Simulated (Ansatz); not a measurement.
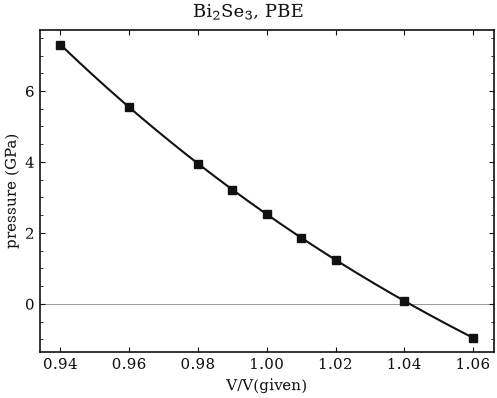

Plotted: pressure against V/V(given) for Bi₂Se₃, space group R-3m (No. 166).

Starting cell:
```
Bi Se
1.0
     2.07150    1.19598    9.54533
    -2.07150    1.19598    9.54533
     0.00000   -2.39196    9.54533
Bi Se
2 3
Direct
  0.40080 0.40080 0.40080
  0.59920 0.59920 0.59920
  0.00000 0.00000 0.00000
  0.21170 0.21170 0.21170
  0.78830 0.78830 0.78830
```

Method: periodic Kohn-Sham DFT of a crystal at fixed atoms, scaled to the stated factor times the given cell; pressure positive in compression (Ansatz 0.2.0). Level: PBE, no spin-orbit coupling.

```json
{"setting": "method", "value": "frozen-core PAW"}
{"setting": "relativity", "value": "scalar"}
{"setting": "k mesh", "value": "6×6×6"}
{"setting": "occupations", "value": "Fermi–Dirac"}
{"setting": "smearing width", "value": "0.03 eV"}
{"setting": "wave cutoff", "value": "420 eV"}
{"setting": "PAW set", "value": "soft_2"}
```

V(given) is 28.38 Å³/atom.

From this curve and the settings, what does the calculation give for the largest field gradient Vzz at the same points?

The largest field gradient Vzz falls from 7.684 1e21 V/m² at V/V(given) 0.94 to 7.568 1e21 V/m² at 1.06.

```tsv
V/V(given)	largest field gradient Vzz (1e21 V/m²)
0.94	7.684
0.96	7.664
0.98	7.644
0.99	7.641
1.00	7.639
1.01	7.629
1.02	7.616
1.04	7.585
1.06	7.568
```

Caveats: field gradient without spin-orbit coupling on heavy atoms; no spin-orbit coupling on heavy atoms; small gap, it may come from the mesh; shape and atomic fractions are frozen while scaling, which makes layered, chain and framework solids too stiff.
